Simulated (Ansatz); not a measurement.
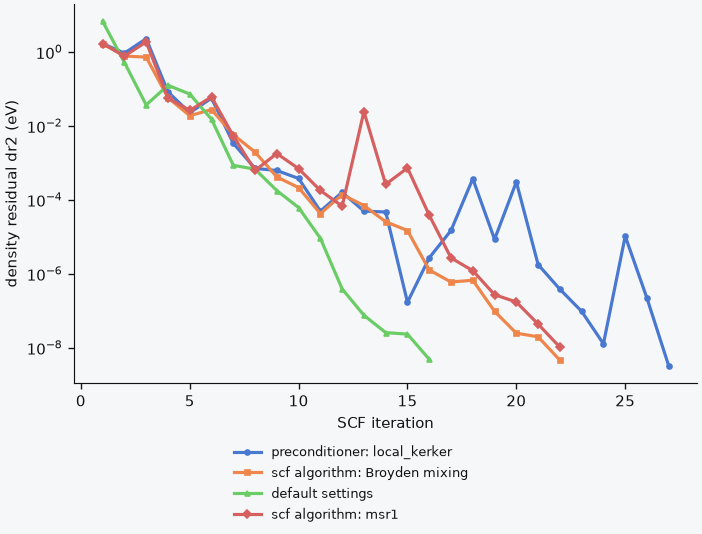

Convergence of one system under several settings.
FeCo$_{3}$ (P4/mmm, 4 atoms in the cell); DFT PBEsol, scalar-relativistic, plane waves, PAW in Ansatz 0.2.0; cutoff 420 eV, 16×16×6 k-mesh, Gaussian smearing of 0.1 eV, collinear spins.

Which runs converged, and in how many iterations?

Answer. “default settings” converged in 16 iterations. “scf algorithm: Broyden mixing” converged in 22 iterations. “scf algorithm: msr1” converged in 22 iterations. “preconditioner: local_kerker” converged in 27 iterations.

Which setting needs the fewest iterations here?

Answer. “default settings”, with 16 against 22 for the next.

The converged runs agree in energy within 1 meV per atom.
